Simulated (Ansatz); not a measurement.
# Run report: CoO, geometry relaxation (part 2 of 2)

CoO (F-43m, 2 atoms in the cell); DFT PBEsol, scalar-relativistic, plane waves, PAW, spin-polarised (Ansatz 0.2.0); cutoff 420 eV, 16×16×16 k-mesh, Gaussian smearing of 0.1 eV, collinear spins. The structure was built on a prototype by a generator; it need not be a known phase.

Geometry of the input (Å; fractional positions):
```
0.0000  2.2103  2.2103
2.2103  0.0000  2.2103
2.2103  2.2103  0.0000
Co 0.0000  0.0000  0.0000
O  0.2500  0.2500  0.2500
```

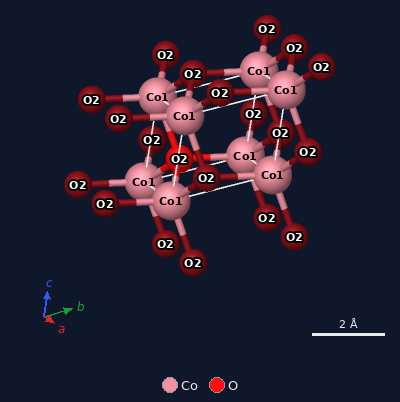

**Figure 1.** The geometry at step 2 of the log (ball-and-stick view of the cell of the calculation, seen slightly off an axis; neighbours outside the cell are drawn fainter; atoms are numbered from 1 in the order of the input).

What the program printed, continued
```
Crystal: 2 atoms, lattice volume = 20.794 Å³
preconditioner: auto → none  [metal: Δε(μ)=0.007 eV  Ē_g=13.858 eV  σ=0.100 eV  W_gap=0.04  n_scr=8 (ndim 8)  ℏωp=31.5 eV  f_vac=0.016  D(μ)=2.76/eV (n_scr^D=50)]
SCF 3 converged in 9 iterations: F = -5652.585240 eV  dr2 = 1.66e-8
relax step   3: F+E_penalty+E_count = -5652.58524003 eV  Δ(F+E_penalty+E_count) = -1.035e-2 eV  max|allowed force component| = 1.503e-16 eV/Å  Δτ_max = 0.0000 Å  P = -1.110 GPa  Ω = 20.794 Å³  energy of the carried Pulay correction = +3.683e-3 eV  (9 SCF iters, dr2 threshold 2.00e-7 eV, accepted)
Crystal: 2 atoms, lattice volume = 20.124 Å³
preconditioner: auto → none  [metal: Δε(μ)=0.007 eV  Ē_g=14.132 eV  σ=0.100 eV  W_gap=0.04  n_scr=8 (ndim 8)  ℏωp=32.1 eV  f_vac=0.012  D(μ)=1.77/eV (n_scr^D=14)]
SCF 4 converged in 8 iterations: F = -5652.583250 eV  dr2 = 3.85e-9
relax step   4: F+E_penalty+E_count = -5652.58324986 eV  Δ(F+E_penalty+E_count) = +1.990e-3 eV  max|allowed force component| = 1.943e-16 eV/Å  Δτ_max = 0.0000 Å  P = +4.109 GPa  Ω = 20.124 Å³  energy of the carried Pulay correction = +6.862e-3 eV  (8 SCF iters, dr2 threshold 2.00e-7 eV, rejected (line search))
Crystal: 2 atoms, lattice volume = 20.648 Å³
preconditioner: auto → none  [metal: Δε(μ)=0.002 eV  Ē_g=13.981 eV  σ=0.100 eV  W_gap=0.01  n_scr=0 (ndim 8)  ℏωp=31.6 eV  f_vac=0.021  D(μ)=1.91/eV (n_scr^D=26)]
SCF 5 converged in 13 iterations: F = -5652.586571 eV  dr2 = 2.63e-15
relax step   5: F+E_penalty+E_count = -5652.58657106 eV  Δ(F+E_penalty+E_count) = -1.331e-3 eV  max|allowed force component| = 1.665e-16 eV/Å  Δτ_max = 0.0000 Å  P = -0.270 GPa  Ω = 20.648 Å³  energy of the carried Pulay correction = +4.368e-3 eV  (13 SCF iters, accepted)
Crystal: 2 atoms, lattice volume = 20.593 Å³
preconditioner: auto → none  [metal: Δε(μ)=0.010 eV  Ē_g=13.951 eV  σ=0.100 eV  W_gap=0.06  n_scr=0 (ndim 8)  ℏωp=31.7 eV  f_vac=0.018  D(μ)=1.99/eV (n_scr^D=26)]
SCF 6 converged in 7 iterations: F = -5652.586859 eV  dr2 = 8.78e-8
relax step   6: F+E_penalty+E_count = -5652.58685902 eV  Δ(F+E_penalty+E_count) = -2.880e-4 eV  max|allowed force component| = 1.758e-16 eV/Å  Δτ_max = 0.0000 Å  P = +0.096 GPa  Ω = 20.593 Å³  energy of the carried Pulay correction = +4.626e-3 eV  (7 SCF iters, dr2 threshold 1.82e-7 eV, accepted)
Crystal: 2 atoms, lattice volume = 20.606 Å³
preconditioner: auto → none  [metal: Δε(μ)=0.002 eV  Ē_g=13.957 eV  σ=0.100 eV  W_gap=0.01  n_scr=0 (ndim 8)  ℏωp=31.7 eV  f_vac=0.018  D(μ)=1.98/eV (n_scr^D=26)]
SCF 7 converged in 6 iterations: F = -5652.586800 eV  dr2 = 2.20e-8
relax step   7: F+E_penalty+E_count = -5652.58680049 eV  Δ(F+E_penalty+E_count) = +5.853e-5 eV  max|allowed force component| = 1.850e-16 eV/Å  Δτ_max = 0.0000 Å  P = +0.008 GPa  Ω = 20.606 Å³  energy of the carried Pulay correction = +4.563e-3 eV  (6 SCF iters, dr2 threshold 2.30e-8 eV, accepted)
Initial wavefunctions: pseudopotential atomic-orbital guess (no wavefunctions were taken with the density)
preconditioner: auto → none  [metal: Δε(μ)=0.002 eV  Ē_g=13.954 eV  σ=0.100 eV  W_gap=0.01  n_scr=0 (ndim 8)  ℏωp=31.7 eV  f_vac=0.018  D(μ)=1.97/eV (n_scr^D=26)]
SCF 8 converged in 10 iterations: F = -5652.583216 eV  dr2 = 2.40e-13
relax step   8: F+E_penalty+E_count = -5652.58321611 eV  Δ(F+E_penalty+E_count) = +3.584e-3 eV  max|allowed force component| = 1.573e-16 eV/Å  Δτ_max = 0.0000 Å  P = -0.281 GPa  Ω = 20.606 Å³  stress off target by 2.81e-1 GPa  SCF on the basis re-selected at this cell (its energy is not comparable with the rows above)  (10 SCF iters)
basis re-selected at this cell: Δ(F+E_penalty+E_count) = +3.584e-3 eV, ΔP = -0.290 GPa vs the last step (what re-selecting the basis moved, of the pressure what is left beyond the Pulay correction that the steps carried, after the strain that the cell walked since its last selection, with what the two solves' SCF thresholds leave and, on support functions, any second-order correction that the steps lacked; it is no measure of the basis error at this ecutwfc). This SCF's stress stands 2.81e-1 GPa from its target on what of the cell is left free (relax.cell.stress_tol is 5.00e-2 GPa) and its largest allowed force component is 1.57e-16 eV/Å (relax.f_tol is 1.00e-2 eV/Å): not within both, so this SCF does not close the relaxation
Crystal: 2 atoms, lattice volume = 20.563 Å³
preconditioner: auto → none  [metal: Δε(μ)=0.011 eV  Ē_g=13.972 eV  σ=0.100 eV  W_gap=0.06  n_scr=0 (ndim 8)  ℏωp=31.7 eV  f_vac=0.018  D(μ)=1.96/eV (n_scr^D=26)]
SCF 9 converged in 6 iterations: F = -5652.583455 eV  dr2 = 1.19e-7
relax step   9: F+E_penalty+E_count = -5652.58345456 eV  Δ(F+E_penalty+E_count) = -2.385e-4 eV  max|allowed force component| = 2.174e-16 eV/Å  Δτ_max = 0.0000 Å  P = +0.017 GPa  Ω = 20.563 Å³  energy of the carried Pulay correction = +2.032e-4 eV  (6 SCF iters, dr2 threshold 1.98e-7 eV, accepted)
iter 1 solved again at ethr=2.41e-8 eV; its pass at ethr=3.10e-3 eV (dr2=5.54e-6 eV) is discarded
SCF iter   1: F=—  HF=-5652.583281 eV  |F-HF|=—  |Δ(HF+E_count)|=         —  Δρ=2.14e-5 (↑1.94e-5 ↓2.14e-5)  dr2=8.87e-8  dr2_m=4.34e-8  M=1.835 μB ∫|m|=1.849 μB  β_m=0.65  ethr=2.41e-8  ⟨swp⟩=3.0  Hψ=35744  notcnv=0
preconditioner: auto → none  [metal: Δε(μ)=0.010 eV  Ē_g=13.976 eV  σ=0.100 eV  W_gap=0.06  n_scr=0 (ndim 8)  ℏωp=31.7 eV  f_vac=0.018  D(μ)=1.95/eV (n_scr^D=26)]
SCF iter   2: F=—  HF=-5652.583281 eV  |F-HF|=—  |Δ(HF+E_count)|=   2.88e-8  Δρ=1.08e-5 (↑1.08e-5 ↓1.03e-5)  dr2=5.81e-8  dr2_m=1.56e-9  M=1.835 μB ∫|m|=1.850 μB  β_m=0.38  ethr=3.86e-10  ⟨swp⟩=2.0  Hψ=6983  notcnv=0
SCF iter   3: F=—  HF=-5652.583281 eV  |F-HF|=—  |Δ(HF+E_count)|=   1.78e-8  Δρ=3.66e-6 (↑3.19e-6 ↓3.66e-6)  dr2=3.13e-9  dr2_m=2.67e-10  M=1.835 μB ∫|m|=1.850 μB  β_m=0.54  ethr=2.53e-10  ⟨swp⟩=2.0  Hψ=6461  notcnv=0
SCF iter   4: F=—  HF=-5652.583281 eV  |F-HF|=—  |Δ(HF+E_count)|=   1.96e-8  Δρ=4.12e-6 (↑2.08e-6 ↓4.12e-6)  dr2=2.21e-9  dr2_m=1.43e-9  M=1.836 μB ∫|m|=1.850 μB  β_m=0.54  ethr=1.36e-11  ⟨swp⟩=2.0  Hψ=6921  notcnv=0
SCF iter   5: F=—  HF=-5652.583281 eV  |F-HF|=—  |Δ(HF+E_count)|=   1.06e-8  Δρ=5.50e-6 (↑5.50e-6 ↓2.94e-6)  dr2=7.56e-10  dr2_m=3.20e-9  M=1.836 μB ∫|m|=1.850 μB  β_m=0.55  ethr=9.61e-12  ⟨swp⟩=2.0  Hψ=8287  notcnv=0
SCF iter   6: F=—  HF=-5652.583281 eV  |F-HF|=—  |Δ(HF+E_count)|=   2.18e-9  Δρ=1.46e-6 (↑1.46e-6 ↓5.25e-7)  dr2=2.38e-10  dr2_m=1.20e-10  M=1.836 μB ∫|m|=1.850 μB  β_m=0.70  ethr=3.29e-12  ⟨swp⟩=2.0  Hψ=7121  notcnv=0
SCF iter   7: F=—  HF=-5652.583281 eV  |F-HF|=—  |Δ(HF+E_count)|=  2.36e-11  Δρ=6.15e-7 (↑5.59e-7 ↓6.15e-7)  dr2=1.75e-10  dr2_m=5.80e-12  M=1.836 μB ∫|m|=1.850 μB  β_m=0.79  ethr=1.03e-12  ⟨swp⟩=1.0  Hψ=4941  notcnv=0
SCF iter   8: F=—  HF=-5652.583281 eV  |F-HF|=—  |Δ(HF+E_count)|=  2.38e-10  Δρ=6.55e-8 (↑2.20e-8 ↓6.55e-8)  dr2=4.18e-13  dr2_m=3.24e-13  M=1.836 μB ∫|m|=1.850 μB  β_m=0.89  ethr=1.00e-12  ⟨swp⟩=2.3  Hψ=7470  notcnv=0
SCF iter   9: F=-5652.583281 eV  HF=-5652.583281 eV  |F-HF|=9.09e-13  |Δ(HF+E_count)|=  1.82e-12  Δρ=2.20e-8 (↑1.34e-8 ↓2.20e-8)  dr2=1.37e-13  dr2_m=1.96e-14  M=1.836 μB ∫|m|=1.850 μB  ethr=1.00e-12  ⟨swp⟩=3.6  Hψ=17879  notcnv=0
SCF 10 converged in 9 iterations: F = -5652.583281 eV  dr2 = 1.37e-13
relax step  10: F+E_penalty+E_count = -5652.58328101 eV  Δ(F+E_penalty+E_count) = +1.736e-4 eV  max|allowed force component| = 2.082e-16 eV/Å  Δτ_max = 0.0000 Å  P = +0.010 GPa  Ω = 20.563 Å³  stress off target by 1.01e-2 GPa  SCF on the basis re-selected at this cell (its energy is not comparable with the rows above)  (9 SCF iters)
basis re-selected at this cell: Δ(F+E_penalty+E_count) = +1.736e-4 eV, ΔP = -0.007 GPa vs the last step (what re-selecting the basis moved, of the pressure what is left beyond the Pulay correction that the steps carried, after the strain that the cell walked since its last selection, with what the two solves' SCF thresholds leave and, on support functions, any second-order correction that the steps lacked; it is no measure of the basis error at this ecutwfc). This SCF's stress stands 1.01e-2 GPa from its target on what of the cell is left free (relax.cell.stress_tol is 5.00e-2 GPa) and its largest allowed force component is 2.08e-16 eV/Å (relax.f_tol is 1.00e-2 eV/Å): within both
SCF converged after 9 iterations
Magnetization: 1.8356 μB (12.4178 up, 10.5822 down)
Absolute magnetization: 1.8497 μB (∫|ρ↑−ρ↓|, with the PAW one-centre terms)
Spin contamination: 0.0155 ħ² per cell (⟨S²⟩ above its minimum at these occupations)
Per-site moments (μB) at R_I (Å): [(1.5166520943096586, 0.776801581700753), (0.16794462884507128, 0.776801581700753)]
Free energy (F): -5652.583281 eV
Harris-Foulkes:  -5652.583281 eV  (|F-HF|=9.09e-13)
Internal energy: -5652.573551 eV  (E = F + TS)
E sigma→0 (E₀):  -5652.578416 eV
Entropy (-TS):   -0.009730 eV (-4.865 meV/atom)
Fermi energy:    12.693993 eV
--- Per-component energies (eV) ---
  E_band       = -334.683914
  E_kinetic    = 622.439193
  E_local      = -3720.916112  (includes V_loc(G=0)·N_el)
  E_nonlocal   = 512.881236
  E_hartree    = 1535.409226
  E_xc         = -227.572484
  E_vxc        = -294.055483  (∫ρ·V_xc dr)
  E_paw        = -1637.336697  (= ΣΔE_a)
  E_vpaw       = -525.853541  (= ΣTr[D̂ρ^β])
  E_aug_tail   = 0.002327  (compensation charges beyond the density's cutoff)
  E_ewald      = -2737.703947
  E_core_change = 0.223707  (= ΣΔE_core)
  E_smearing   = -0.009730  (= −TS)
  E_closure    = -0.000000  (closes the sum)
  Σ components = -5652.583281   (vs F -5652.583281, Δ=0.00e0)
--- Forces (eV/Å), atoms counted from 1 ---
  atom   1  Co    -0.00000000     0.00000000     0.00000000
  atom   2  O      0.00000000    -0.00000000    -0.00000000
  max |Σ_I F_I| component: 8.33e-17 eV/Å
--- Stress (GPa, compression-positive) ---
        0.010136       0.000000       0.000000
        0.000000       0.010136       0.000000
        0.000000      -0.000000       0.010136
  P = ⅓ Tr σ = 0.0101 GPa (0.101 kbar)
--- Band table (eV; the first three rows and the last of 290) ---
  k-point 0 ↑: bands = ["-83.0967", "-46.5182", "-46.5182", "-46.5182", "-8.1951", "5.9284", "5.9284", "5.9284", "10.7647", "10.7647", "13.0182", "13.5850", "13.5850", "13.5850", "27.6142", "27.6142", "27.6142"]
  k-point 1 ↑: bands = ["-83.0966", "-46.5196", "-46.5184", "-46.5184", "-8.1663", "5.8565", "5.9452", "5.9452", "10.7523", "10.7523", "13.0463", "13.5621", "13.5621", "13.6420", "27.1459", "27.6618", "27.6618"]
  k-point 2 ↑: bands = ["-83.0962", "-46.5236", "-46.5190", "-46.5190", "-8.0838", "5.6701", "5.9925", "5.9925", "10.7221", "10.7221", "12.8957", "13.4925", "13.4925", "14.0244", "26.0438", "27.7658", "27.7658"]
  k-point 144 ↓: bands = ["-81.1555", "-44.6578", "-44.6503", "-44.6415", "-6.8331", "5.8002", "6.4479", "7.2374", "11.1159", "11.9030", "12.4465", "13.2755", "13.8593", "20.7252", "23.5308", "24.3765", "25.1450"]
--- Relaxed structure (8 steps of the walk, 7 accepted, 2 SCFs on fresh bases) ---
  F+E_penalty+E_count = -5652.58328101 eV   max|allowed force component| = 2.082e-16 eV/Å   (the final SCF, on the basis selected at the relaxed cell)
  cell:  # Å, volume = 20.5635 Å³
    - [1.0293463377896295e-33, 2.174480496009003, 2.174480496009003]
    - [2.174480496009003, -1.1317688537418247e-33, 2.174480496009003]
    - [2.174480496009003, 2.174480496009003, -1.0489690741593665e-33]
  atoms:
    - { symbol: Co, position: [4.202359090114617e-34, -4.7469412616197515e-34, -6.072091212282244e-34] }
    - { symbol: O, position: [0.24999999999999997, 0.24999999999999997, 0.24999999999999997] }
--- Löwdin populations: 2 sites ---
  site symbol       q [e]    m [muB]
     0     Co     16.0495     1.5691
     1      O      6.7750     0.2689
  spilling = 0.007629 (of n_electrons = 23.000000)
```

File populations.tsv
```
# site	symbol	l	j	q_up	q_dn
# orbitals = lowdin
# n_electrons = 23.000000
# spilling = 0.007629
0	Co	0_3S	-	0.995316	0.995296
0	Co	0_4S	-	0.226706	0.226803
0	Co	1_3P	-	2.998577	2.997448
0	Co	2_3D	-	4.588719	3.020683
1	O	0_2S	-	0.915323	0.878458
1	O	1_2P	-	2.606601	2.374597
```

Trajectory as extended XYZ (Å, eV, eV/Å), 10 frames, from step=1 to step=10
```
2
Lattice="0.0000 2.2103 2.2103 2.2103 0.0000 2.2103 2.2103 2.2103 0.0000" Properties=species:S:1:pos:R:3:forces:R:3 step=1 energy=-5652.57201 pressure_GPa=-2.60
Co    0.0000    0.0000    0.0000    0.0000   0.0000   0.0000
O     1.1052    1.1052    1.1052    0.0000   0.0000   0.0000
2
Lattice="0.0000 2.2052 2.2052 2.2052 0.0000 2.2052 2.2052 2.2052 0.0000" Properties=species:S:1:pos:R:3:forces:R:3 step=2 energy=-5652.57489 pressure_GPa=-2.13
Co    0.0000    0.0000    0.0000    0.0000   0.0000   0.0000
O     1.1026    1.1026    1.1026    0.0000   0.0000   0.0000
2
Lattice="0.0000 2.1826 2.1826 2.1826 0.0000 2.1826 2.1826 2.1826 0.0000" Properties=species:S:1:pos:R:3:forces:R:3 step=3 energy=-5652.58524 pressure_GPa=-1.11
Co    0.0000    0.0000    0.0000    0.0000   0.0000   0.0000
O     1.0913    1.0913    1.0913    0.0000   0.0000   0.0000
2
Lattice="0.0000 2.1589 2.1589 2.1589 0.0000 2.1589 2.1589 2.1589 0.0000" Properties=species:S:1:pos:R:3:forces:R:3 step=4 energy=-5652.58325 pressure_GPa=4.11 accepted=F
Co    0.0000    0.0000    0.0000    0.0000   0.0000   0.0000
O     1.0794    1.0794    1.0794    0.0000   0.0000   0.0000
2
Lattice="0.0000 2.1774 2.1774 2.1774 0.0000 2.1774 2.1774 2.1774 0.0000" Properties=species:S:1:pos:R:3:forces:R:3 step=5 energy=-5652.58657 pressure_GPa=-0.27
Co    0.0000    0.0000    0.0000    0.0000   0.0000   0.0000
O     1.0887    1.0887    1.0887    0.0000   0.0000   0.0000
2
Lattice="0.0000 2.1755 2.1755 2.1755 0.0000 2.1755 2.1755 2.1755 0.0000" Properties=species:S:1:pos:R:3:forces:R:3 step=6 energy=-5652.58686 pressure_GPa=0.10
Co    0.0000    0.0000    0.0000    0.0000   0.0000   0.0000
O     1.0878    1.0878    1.0878    0.0000   0.0000   0.0000
2
Lattice="0.0000 2.1760 2.1760 2.1760 0.0000 2.1760 2.1760 2.1760 0.0000" Properties=species:S:1:pos:R:3:forces:R:3 step=7 energy=-5652.58680 pressure_GPa=0.01
Co    0.0000    0.0000    0.0000    0.0000   0.0000   0.0000
O     1.0880    1.0880    1.0880    0.0000   0.0000   0.0000
2
Lattice="0.0000 2.1760 2.1760 2.1760 0.0000 2.1760 2.1760 2.1760 0.0000" Properties=species:S:1:pos:R:3:forces:R:3 step=8 energy=-5652.58322 pressure_GPa=-0.28
Co    0.0000    0.0000    0.0000    0.0000   0.0000   0.0000
O     1.0880    1.0880    1.0880    0.0000   0.0000   0.0000
2
Lattice="0.0000 2.1745 2.1745 2.1745 0.0000 2.1745 2.1745 2.1745 0.0000" Properties=species:S:1:pos:R:3:forces:R:3 step=9 energy=-5652.58345 pressure_GPa=0.02
Co    0.0000    0.0000    0.0000    0.0000   0.0000   0.0000
O     1.0872    1.0872    1.0872    0.0000   0.0000   0.0000
2
Lattice="0.0000 2.1745 2.1745 2.1745 0.0000 2.1745 2.1745 2.1745 0.0000" Properties=species:S:1:pos:R:3:forces:R:3 step=10 energy=-5652.58328 pressure_GPa=0.01
Co    0.0000    0.0000    0.0000    0.0000   0.0000   0.0000
O     1.0872    1.0872    1.0872    0.0000   0.0000   0.0000
```

Results in brief

| quantity | value |
| --- | --- |
| outcome | converged |
| space group (tolerance 0.01 Å) | F-43m (216) |
| electrons treated | 23 |
| free energy | −5652.5833 eV |
| Fermi energy | 12.694 eV |
| gap on the k-point mesh | none (metallic) |
| net moment of the cell | 1.84 μB |
| integrated absolute moment | 1.85 μB |
| pressure | 0.01 GPa |
| final volume | 20.56 Å³ |
| largest force (length of the vector) at the end | under 0.001 eV/Å |
| final cell | a = 3.075 Å, b = 3.075 Å, c = 3.075 Å, α = 60.00°, β = 60.00°, γ = 60.00° |
| hardware | 1 thread of Intel Xeon (Sapphire Rapids), 192 GiB of memory available, shared host |
| wall time | 3.4 min |
| peak memory | 0.46 GiB |
